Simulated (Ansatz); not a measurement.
**Run report: Ge, geometry relaxation (part 2 of 3)**

The same run, continued: Ge (slab, 9 atoms in the cell); DFT PBEsol, scalar-relativistic, plane waves, PAW, no spin polarisation (Ansatz 0.2.0); cutoff 420 eV, 7×5×1 k-mesh, Gaussian smearing of 0.1 eV. The structure derives from an entry of the Crystallography Open Database. The input holds or restrains some coordinates. Forces given for the steps count only the free coordinates. It belongs to a series of runs on one base structure; here: Ge put at a hollow Ge-Ge-Ge site.

Geometry of the input (Å; fractional positions):
```
4.0134  0.0000  0.0000
0.0000  5.6758  0.0000
0.0000  0.0000  25.0201
Ge 0.5000  0.0000  0.3397
Ge 0.0000  0.2500  0.3397
Ge 0.0000  0.5000  0.4199
Ge 0.5000  0.7500  0.4199
Ge 0.5000  -0.0012  0.5025
Ge 0.0000  0.2512  0.5025
Ge 0.0000  0.5028  0.5819
Ge 0.5000  0.7472  0.5819
Ge 0.0000  -0.0009  0.5795
```

**What the program printed, continued**
```
SCF iter   1: F=—  HF=-38277.645028 eV  |F-HF|=—  |Δ(HF+E_count)|=         —  Δρ=3.19e-3  dr2=4.63e-2  ethr=3.36e-4  p=0.071 e·Å  D=2.27e-2 V/Å  ΔV_dip=-0.57 eV  dr2_dipole=1.59e-3  V_vac-E_F(+/−)=4.20/4.76 eV  ⟨swp⟩=5.3  Hψ=2287  notcnv=0  defer=54
efield: sawtooth ramp at fractional position 0.9408 (handed on by an earlier solve), width 0.0400; the density the first Hamiltonian is built on has a dipole p = 0.071 e·Å; the dipole correction subtracts the counter field D = 2.27e-2 V/Å, which shifts the + side's vacuum level by -0.57 eV against the − side's; the planar-averaged density in the ramp window peaks in size at 9.1e-6 e/Å³
preconditioner: auto → LDOS  [metal: Δε(μ)=0.063 eV  Ē_g=21.904 eV  σ=0.100 eV  W_gap=0.33  n_scr=96 (ndim 8)  ℏωp=17.5 eV  f_vac=0.602  D(μ)=4.23/eV (n_scr^D=14)  β→1.0]
SCF iter   2: F=—  HF=-38277.640859 eV  |F-HF|=—  |Δ(HF+E_count)|=   4.17e-3  Δρ=1.05e-3  dr2=1.82e-2  ethr=3.67e-5  p=0.068 e·Å  D=2.15e-2 V/Å  ΔV_dip=-0.54 eV  dr2_dipole=4.91e-4  V_vac-E_F(+/−)=4.22/4.75 eV  ⟨swp⟩=2.0  Hψ=1874  notcnv=0  defer=70
SCF iter   3: F=—  HF=-38277.637260 eV  |F-HF|=—  |Δ(HF+E_count)|=   3.60e-3  Δρ=3.42e-4  dr2=2.55e-3  ethr=1.44e-5  p=0.077 e·Å  D=2.43e-2 V/Å  ΔV_dip=-0.61 eV  dr2_dipole=4.50e-4  V_vac-E_F(+/−)=4.14/4.75 eV  ⟨swp⟩=2.0  Hψ=1630  notcnv=0  defer=70
SCF iter   4: F=—  HF=-38277.636850 eV  |F-HF|=—  |Δ(HF+E_count)|=   4.10e-4  Δρ=8.48e-5  dr2=1.28e-4  ethr=2.02e-6  p=0.075 e·Å  D=2.38e-2 V/Å  ΔV_dip=-0.60 eV  dr2_dipole=2.85e-5  V_vac-E_F(+/−)=4.15/4.75 eV  ⟨swp⟩=2.1  Hψ=996  notcnv=0  defer=70
SCF iter   5: F=—  HF=-38277.636902 eV  |F-HF|=—  |Δ(HF+E_count)|=   5.21e-5  Δρ=2.76e-5  dr2=8.96e-6  ethr=1.01e-7  p=0.075 e·Å  D=2.38e-2 V/Å  ΔV_dip=-0.60 eV  dr2_dipole=7.91e-7  V_vac-E_F(+/−)=4.15/4.75 eV  ⟨swp⟩=2.0  Hψ=1632  notcnv=0  defer=67
iter 6 did not close the SCF: its close was put off until two iterations running show no level that it waits for move by more than its bar (scf_convergence_deferred on its scf_iter line)
SCF iter   6: F=-38277.636901 eV  HF=-38277.636901 eV  |F-HF|=3.41e-7  |Δ(HF+E_count)|=   1.10e-6  Δρ=6.76e-6  dr2=3.92e-7  ethr=1.95e-9  p=0.075 e·Å  D=2.38e-2 V/Å  ΔV_dip=-0.59 eV  dr2_dipole=1.37e-8  V_vac-E_F(+/−)=4.15/4.75 eV  ⟨swp⟩=18.7  Hψ=9585  notcnv=0
SCF iter   7: F=-38277.636902 eV  HF=-38277.636902 eV  |F-HF|=8.57e-8  |Δ(HF+E_count)|=   4.15e-7  Δρ=2.53e-6  dr2=6.91e-8  ethr=3.11e-10  p=0.075 e·Å  D=2.38e-2 V/Å  ΔV_dip=-0.59 eV  dr2_dipole=9.31e-10  V_vac-E_F(+/−)=4.15/4.75 eV  ⟨swp⟩=10.8  Hψ=6803  notcnv=0
SCF 5 converged in 7 iterations: F = -38277.636902 eV  dr2 = 6.91e-8
relax step   5: F+E_penalty+E_count = -38277.63690162 eV  Δ(F+E_penalty+E_count) = -2.631e-2 eV  max|allowed force component| = 1.334e-1 eV/Å  Δτ_max = 0.2000 Å  (7 SCF iters, dr2 threshold 2.46e-6 eV, accepted)
SCF iter   1: F=—  HF=-38277.643922 eV  |F-HF|=—  |Δ(HF+E_count)|=         —  Δρ=1.37e-3  dr2=7.53e-3  ethr=6.96e-5  p=0.075 e·Å  D=2.38e-2 V/Å  ΔV_dip=-0.59 eV  dr2_dipole=1.40e-4  V_vac-E_F(+/−)=4.16/4.75 eV  ⟨swp⟩=4.1  Hψ=1809  notcnv=0  defer=67
efield: sawtooth ramp at fractional position 0.9408 (handed on by an earlier solve), width 0.0400; the density the first Hamiltonian is built on has a dipole p = 0.075 e·Å; the dipole correction subtracts the counter field D = 2.38e-2 V/Å, which shifts the + side's vacuum level by -0.59 eV against the − side's; the planar-averaged density in the ramp window peaks in size at 1.2e-5 e/Å³
preconditioner: auto → LDOS  [metal: Δε(μ)=0.042 eV  Ē_g=21.909 eV  σ=0.100 eV  W_gap=0.23  n_scr=96 (ndim 8)  ℏωp=17.5 eV  f_vac=0.603  D(μ)=4.16/eV (n_scr^D=14)  β→1.0]
SCF iter   2: F=—  HF=-38277.642723 eV  |F-HF|=—  |Δ(HF+E_count)|=   1.20e-3  Δρ=3.37e-4  dr2=1.24e-3  ethr=5.98e-6  p=0.076 e·Å  D=2.40e-2 V/Å  ΔV_dip=-0.60 eV  dr2_dipole=1.38e-7  V_vac-E_F(+/−)=4.15/4.75 eV  ⟨swp⟩=2.1  Hψ=1823  notcnv=0  defer=62
SCF iter   3: F=—  HF=-38277.642499 eV  |F-HF|=—  |Δ(HF+E_count)|=   2.24e-4  Δρ=1.03e-4  dr2=2.75e-4  ethr=9.84e-7  p=0.076 e·Å  D=2.43e-2 V/Å  ΔV_dip=-0.61 eV  dr2_dipole=5.44e-5  V_vac-E_F(+/−)=4.14/4.75 eV  ⟨swp⟩=2.0  Hψ=1609  notcnv=0  defer=62
SCF iter   4: F=—  HF=-38277.642460 eV  |F-HF|=—  |Δ(HF+E_count)|=   3.96e-5  Δρ=2.87e-5  dr2=9.19e-6  ethr=2.18e-7  p=0.076 e·Å  D=2.41e-2 V/Å  ΔV_dip=-0.60 eV  dr2_dipole=4.32e-7  V_vac-E_F(+/−)=4.14/4.75 eV  ⟨swp⟩=2.1  Hψ=1007  notcnv=0  defer=62
SCF iter   5: F=-38277.642458 eV  HF=-38277.642458 eV  |F-HF|=8.49e-7  |Δ(HF+E_count)|=   1.46e-6  Δρ=9.74e-6  dr2=1.33e-6  ethr=1.27e-9  p=0.076 e·Å  D=2.41e-2 V/Å  ΔV_dip=-0.60 eV  dr2_dipole=3.45e-8  V_vac-E_F(+/−)=4.14/4.75 eV  ⟨swp⟩=18.9  Hψ=9726  notcnv=0
SCF 6 converged in 5 iterations: F = -38277.642458 eV  dr2 = 1.33e-6
relax step   6: F+E_penalty+E_count = -38277.64245751 eV  Δ(F+E_penalty+E_count) = -5.556e-3 eV  max|allowed force component| = 7.652e-2 eV/Å  Δτ_max = 0.0748 Å  (5 SCF iters, dr2 threshold 1.60e-6 eV, accepted)
SCF iter   1: F=—  HF=-38277.643911 eV  |F-HF|=—  |Δ(HF+E_count)|=         —  Δρ=3.97e-4  dr2=7.98e-4  ethr=3.77e-6  p=0.076 e·Å  D=2.41e-2 V/Å  ΔV_dip=-0.60 eV  dr2_dipole=9.08e-5  V_vac-E_F(+/−)=4.14/4.75 eV  ⟨swp⟩=3.8  Hψ=2113  notcnv=0  defer=71
efield: sawtooth ramp at fractional position 0.9408 (handed on by an earlier solve), width 0.0400; the density the first Hamiltonian is built on has a dipole p = 0.076 e·Å; the dipole correction subtracts the counter field D = 2.41e-2 V/Å, which shifts the + side's vacuum level by -0.60 eV against the − side's; the planar-averaged density in the ramp window peaks in size at 1.1e-5 e/Å³
preconditioner: auto → LDOS  [metal: Δε(μ)=0.030 eV  Ē_g=21.909 eV  σ=0.100 eV  W_gap=0.17  n_scr=96 (ndim 8)  ℏωp=17.5 eV  f_vac=0.603  D(μ)=4.20/eV (n_scr^D=14)  β→1.0]
SCF iter   2: F=—  HF=-38277.643895 eV  |F-HF|=—  |Δ(HF+E_count)|=   1.58e-5  Δρ=1.10e-4  dr2=2.17e-4  ethr=6.34e-7  p=0.077 e·Å  D=2.45e-2 V/Å  ΔV_dip=-0.61 eV  dr2_dipole=1.80e-5  V_vac-E_F(+/−)=4.13/4.75 eV  ⟨swp⟩=2.0  Hψ=1811  notcnv=0  defer=71
SCF iter   3: F=—  HF=-38277.643854 eV  |F-HF|=—  |Δ(HF+E_count)|=   4.08e-5  Δρ=3.60e-5  dr2=2.02e-5  ethr=1.72e-7  p=0.077 e·Å  D=2.44e-2 V/Å  ΔV_dip=-0.61 eV  dr2_dipole=5.60e-8  V_vac-E_F(+/−)=4.14/4.75 eV  ⟨swp⟩=2.0  Hψ=1600  notcnv=0  defer=71
SCF iter   4: F=-38277.643849 eV  HF=-38277.643850 eV  |F-HF|=3.58e-7  |Δ(HF+E_count)|=   4.72e-6  Δρ=6.48e-6  dr2=6.72e-7  ethr=1.53e-9  p=0.077 e·Å  D=2.44e-2 V/Å  ΔV_dip=-0.61 eV  dr2_dipole=2.29e-8  V_vac-E_F(+/−)=4.14/4.75 eV  ⟨swp⟩=17.1  Hψ=8349  notcnv=0
SCF 7 converged in 4 iterations: F = -38277.643849 eV  dr2 = 6.72e-7
relax step   7: F+E_penalty+E_count = -38277.64384918 eV  Δ(F+E_penalty+E_count) = -1.392e-3 eV  max|allowed force component| = 2.606e-2 eV/Å  Δτ_max = 0.0196 Å  (4 SCF iters, dr2 threshold 1.93e-6 eV, accepted)
iter 1 solved again at ethr=5.32e-10 eV; its pass at ethr=3.10e-3 eV (dr2=6.70e-7 eV) is discarded
SCF iter   1: F=—  HF=-38277.643820 eV  |F-HF|=—  |Δ(HF+E_count)|=         —  Δρ=6.48e-6  dr2=6.71e-7  ethr=5.32e-10  p=0.077 e·Å  D=2.44e-2 V/Å  ΔV_dip=-0.61 eV  dr2_dipole=2.25e-8  V_vac-E_F(+/−)=4.14/4.75 eV  ⟨swp⟩=1.0  Hψ=2208  notcnv=0
efield: sawtooth ramp at fractional position 0.9408 (handed on by an earlier solve), width 0.0400; the density the first Hamiltonian is built on has a dipole p = 0.077 e·Å; the dipole correction subtracts the counter field D = 2.44e-2 V/Å, which shifts the + side's vacuum level by -0.61 eV against the − side's; the planar-averaged density in the ramp window peaks in size at 1.1e-5 e/Å³
preconditioner: auto → LDOS  [metal: Δε(μ)=0.031 eV  Ē_g=21.907 eV  σ=0.100 eV  W_gap=0.17  n_scr=96 (ndim 8)  ℏωp=17.5 eV  f_vac=0.603  D(μ)=4.18/eV (n_scr^D=14)  β→1.0]
SCF iter   2: F=—  HF=-38277.643850 eV  |F-HF|=—  |Δ(HF+E_count)|=   2.94e-5  Δρ=4.55e-6  dr2=4.02e-7  ethr=5.32e-10  p=0.077 e·Å  D=2.44e-2 V/Å  ΔV_dip=-0.61 eV  dr2_dipole=1.20e-7  V_vac-E_F(+/−)=4.14/4.75 eV  ⟨swp⟩=2.0  Hψ=1599  notcnv=0
SCF iter   3: F=-38277.643850 eV  HF=-38277.643850 eV  |F-HF|=2.97e-8  |Δ(HF+E_count)|=   3.70e-8  Δρ=1.52e-6  dr2=5.83e-8  ethr=7.94e-11  p=0.077 e·Å  D=2.44e-2 V/Å  ΔV_dip=-0.61 eV  dr2_dipole=6.34e-9  V_vac-E_F(+/−)=4.14/4.75 eV  ⟨swp⟩=10.6  Hψ=6919  notcnv=0
SCF 8 converged in 3 iterations: F = -38277.643850 eV  dr2 = 5.83e-8
relax step   8: F+E_penalty+E_count = -38277.64384962 eV  Δ(F+E_penalty+E_count) = -4.456e-7 eV  max|allowed force component| = 2.609e-2 eV/Å  Δτ_max = 0.0000 Å  (3 SCF iters, accepted)
```

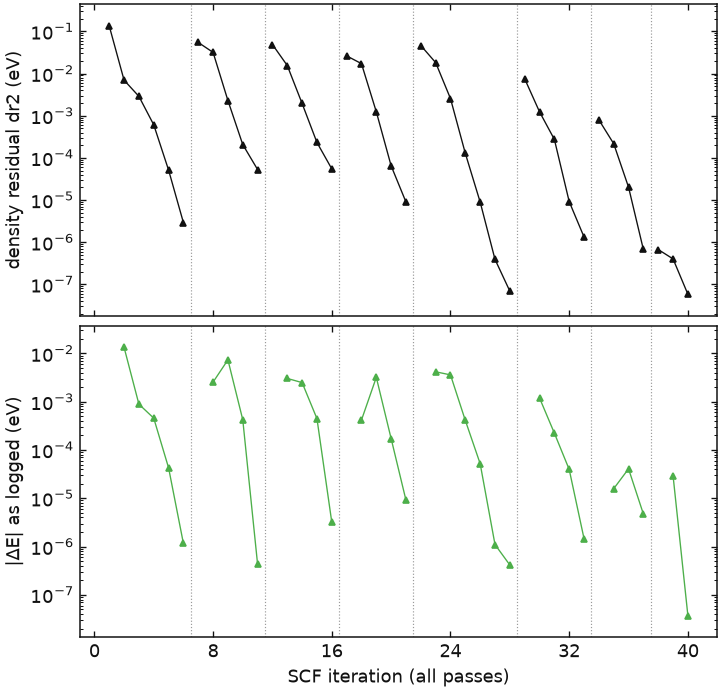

Figure 1. Convergence of the self-consistent field: density residual dr2 and size of the energy change against the SCF iteration. The dotted lines part the SCF passes of the relaxation: geometry steps, rejected trials and re-solves on a re-selected basis. The 8 passes take 3 to 7 iterations each, 40 in all.

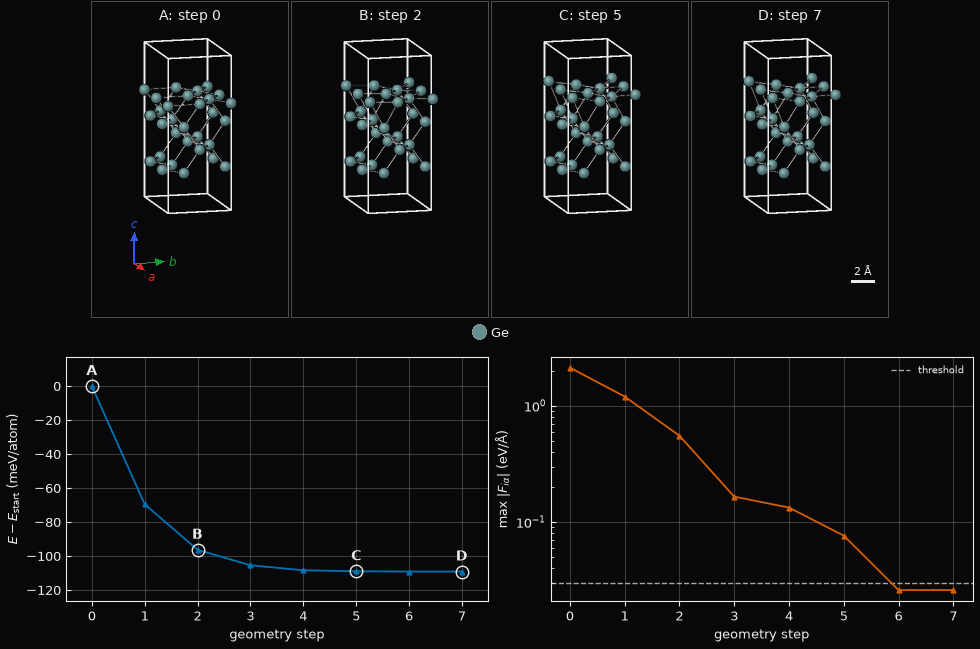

Figure 2. Frames of the restrained relaxation (ball-and-stick view of the 2 × 1 repeat of the cell, with the vacuum cut short, seen slightly off an axis) above the curves, on which the letters mark them (the first geometry is step 0 here and step 1 in the log).

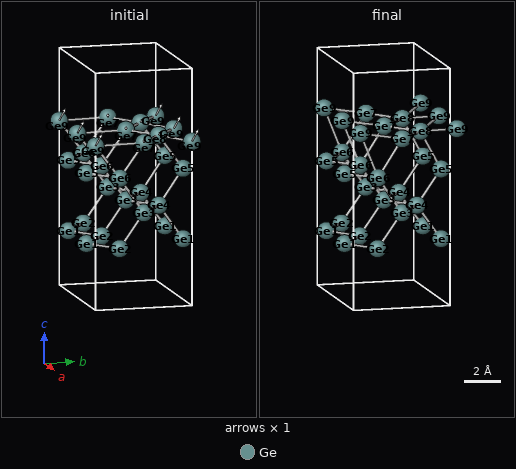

Figure 3. Before (left) and after (right) the restrained relaxation, at one scale (ball-and-stick view of the 2 × 1 repeat of the cell, with the vacuum cut short, seen slightly off an axis). The white arrows give the displacements, at true length. Over 7 geometry steps the energy falls by 109 meV per atom. The largest force component goes from 2.1 to 0.026 eV/Å. The atom that moves furthest is Ge9 (0.83 Å). The lattice vectors keep their values. Among the contacts that change: Ge6–Ge9 2.401 → 2.817 Å, Ge7–Ge9 2.860 → 2.500 Å, Ge6–Ge7 2.448 → 2.605 Å, Ge8–Ge9 2.465 → 2.607 Å. Among the angles that change: Ge7–Ge6–Ge9 72.3° → 54.7°, Ge6–Ge9–Ge8 111.4° → 94.1°, Ge6–Ge7–Ge9 53.1° → 67.0°. (Atoms are counted from 1 in the order of the input.)

```
SCF converged after 3 iterations
Free energy (F): -38277.643850 eV
Harris-Foulkes:  -38277.643850 eV  (|F-HF|=2.97e-8)
Internal energy: -38277.622971 eV  (E = F + TS)
E sigma→0 (E₀):  -38277.633410 eV
Entropy (-TS):   -0.020879 eV (-2.320 meV/atom)
Fermi energy:    0.063788 eV
Dipole field:    D = 0.024307 V/Å  (p = 0.076560 e·Å, saw-weighted, corrected)
Work function:   Φ+ = 4.1382 eV   Φ− = 4.7464 eV
Levels:          The Fermi level and band energies are counted from a zero that moves with the ramp; work functions are not
--- Per-component energies (eV) ---
  E_band       = -2378.392782
  E_kinetic    = 996.337900
  E_local      = -134454.393235  (includes V_loc(G=0)·N_el)
  E_nonlocal   = 3768.186677
  E_hartree    = 65341.759805
  E_xc         = -671.028132
  E_vxc        = -577.043127  (∫ρ·V_xc dr)
  E_paw        = -17797.824001  (= ΣΔE_a)
  E_vpaw       = -2793.543271  (= ΣTr[D̂ρ^β])
  E_aug_tail   = 0.002717  (compensation charges beyond the density's cutoff)
  E_efield     = 0.000930  (sawtooth field / dipole correction)
  E_vefield    = -1.419304  (∫n·V_field dr)
  E_ewald      = 44531.072942
  E_core_change = 8.261426  (= ΣΔE_core)
  E_smearing   = -0.020879  (= −TS)
  E_closure    = 0.000000  (closes the sum)
  Σ components = -38277.643850   (vs F -38277.643850, Δ=0.00e0)
--- Forces (eV/Å), atoms counted from 1 ---
  atom   1  Ge     0.00000000     0.15667343     0.04008762
  atom   2  Ge     0.00000000    -0.10006583     0.05870115
  atom   3  Ge     0.00000000    -0.14864344    -0.05470264
  atom   4  Ge     0.00000000     0.09544938    -0.03461518
  atom   5  Ge     0.00000000    -0.00963666    -0.01353474
  atom   6  Ge     0.00000000     0.00130204     0.02608558
  atom   7  Ge     0.00000000    -0.00075474    -0.02450459
  atom   8  Ge     0.00000000     0.00871180     0.00355983
  atom   9  Ge     0.00000000    -0.00302435    -0.00106680
  max |Σ_I F_I| component: 1.16e-5 eV/Å
--- Band table (eV; the first three rows and the last of 12) ---
  k-point 0: bands = ["-24.7539", "-24.7314", "-24.7241", "-24.7035", "-24.6873", "-24.5987", "-24.5947", "-24.5946", "-24.5677", "-24.5519", "-24.5308", "-24.5223", "-24.5169", "-24.5126", "-24.5035", "-24.4922", "-24.4807", "-24.4716", "-24.4541", "-24.4470", "-24.4398", "-24.4189", "-24.3986", "-24.3934", "-24.3858", "-24.3795", "-24.3683", "-24.3606", "-24.3387", "-24.3381", "-24.3217", "-24.3192", "-24.2993", "-24.2959", "-24.2543", "-24.2369", "-24.1770", "-24.1526", "-24.1375", "-24.1240", "-24.0771", "-24.0280", "-24.0272", "-24.0166", "-23.9481", "-12.2809", "-11.3691", "-9.8848", "-8.8447", "-8.1059", "-7.1408", "-7.0034", "-5.0568", "-3.8539", "-3.1043", "-2.6606", "-2.2598", "-1.8781", "-1.8705", "-0.7221", "-0.1734", "-0.0980", "0.0696", "0.8036", "1.0152", "1.5220", "1.8866", "1.9615", "2.2637", "2.5283", "3.2999", "3.3930", "3.7028", "4.2794", "4.3245", "4.3647"]
```
